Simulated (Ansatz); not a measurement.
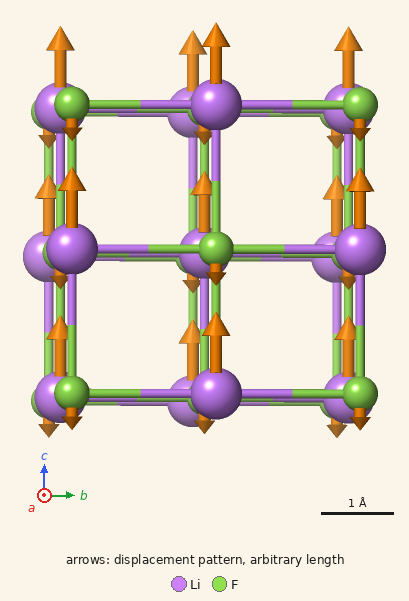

One vibrational mode of a crystal of LiF (a generated structure) at the zone centre. The orange arrows are the displacements of the atoms (eigenvector over the root of the mass), of arbitrary overall length and sign. Style: ball-and-stick. Shown: the conventional cell (4 times the calculation's cell), from a free direction. Lengths and directions refer to the drawn axes.

The calculation used Ansatz 0.2.0, DFT PBE, scalar-relativistic, plane waves, PAW. Set-up: plane-wave cutoff 420 eV; k-point mesh 12 × 12 × 12; occupations fixed; no spin polarisation.

Frequencies are those without the non-analytic (LO–TO) term.

What mode is this, and where does it lie in the spectrum?

This is the T₁u mode (triply degenerate; one member of the set is drawn) at 266 cm⁻¹, the only optical level, infrared-active by symmetry. The Li sublattice moves against the F sublattice, along c; it stretches the shortest F–Li bonds (2.03 Å); the kinetic energy is shared as Li 73 %, F 27 %. Its infrared intensity is 15 (D/Å)²/amu for the set. The value is the transverse one; the longitudinal partner lies at 619 cm⁻¹.
